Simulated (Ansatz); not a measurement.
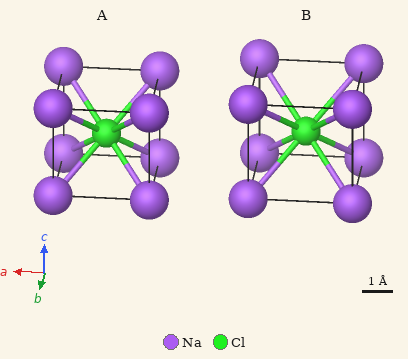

Two geometries of solid NaCl (built on the CsCl type), drawn at one scale. One is the start of a relaxation, the other its converged end. Style: ball-and-stick. Shown: the cell of the calculation, from a free direction.

Method: DFT, PBE, plane waves, PAW (Ansatz). (plane-wave cutoff 420 eV; k-point mesh 8 × 8 × 8; occupations fermi dirac; smearing width 0.02 eV; no spin polarisation; cell and atoms relaxed; force threshold 0.005 eV/Å)

Question: Which geometry has the lower energy?

Answer: Structure B is the relaxed one. The energy falls by 126 meV per atom in 5 accepted moves (7 points after the start). All forces vanish by symmetry, so only the cell relaxes. The pressure goes from 10.94 to 0.01 GPa. At 2 points the geometry stayed and the basis and grid were re-selected for the new cell (energy shift of 0.9 meV per atom at most each time). The atoms keep their places relative to the cell (all moves are under 0.005 Å). The drawn cell changes as follows: a = b = c 3.235 → 3.506 Å (+8.4 %); the volume changes by +27.3 %. Some distances before and after: Na–Na 3.235 → 3.506 Å, Cl–Na 2.802 → 3.037 Å. The space group stays Pm-3m (No. 221).
